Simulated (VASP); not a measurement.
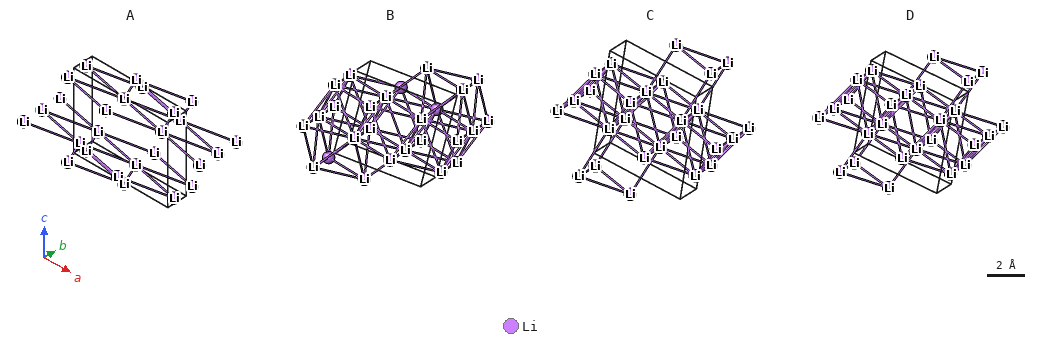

4 geometries from one relaxation of a crystal of Li (a generated structure, set up in C2/m), in shuffled order. A ball-and-stick model of the conventional cell (2 times the calculation's cell), seen slightly off an axis. Lengths and directions refer to the drawn axes.

The run lets cell and atoms move.

The calculation used VASP 6.6.1, Kohn-Sham DFT of a periodic cell, PBE, VASP PAW PBE potentials, recommended. (plane-wave cutoff 600 eV; k-point mesh 6 × 6 × 4; occupations gaussian; smearing width 0.1 eV; no spin polarisation)

### Put them in the order of the run, from the start to the converged end.

A, C, D, B. They are steps 0, 4, 15, 29, at +1669 meV per atom, +113 meV per atom, +34.8 meV per atom relative to the last. The largest moves relative to the cell, 0.71 Å, are those of Li atoms. The drawn cell changes as follows: a 5.991 → 5.167 Å (−13.7 %), b 3.802 → 3.183 Å (−16.3 %), c 4.692 → 4.751 Å (+1.3 %), β 117.7° → 93.9°; the volume changes by −17.6 %. Near-neighbour distances that change, for instance: Li–Li 1.276 → 2.878 Å, Li–Li 3.690 → 2.994 Å, Li–Li 3.802 → 3.183 Å, Li–Li 3.528 → 2.930 Å. The space group stays C2/m (No. 12). The energy falls by 1669 meV per atom in 29 geometry steps. Largest force component: 7.5 eV/Å at the start, 0.0087 eV/Å at the end. Pressure: 3.42 GPa at the start and 0.00 GPa at the end. The volume changes by over a tenth within one run on a fixed set of plane waves, so the end point should be relaxed again from the new cell. It ran on 1 thread of Intel(R) Xeon(R) 6975P-C (Granite Rapids), on a shared host.
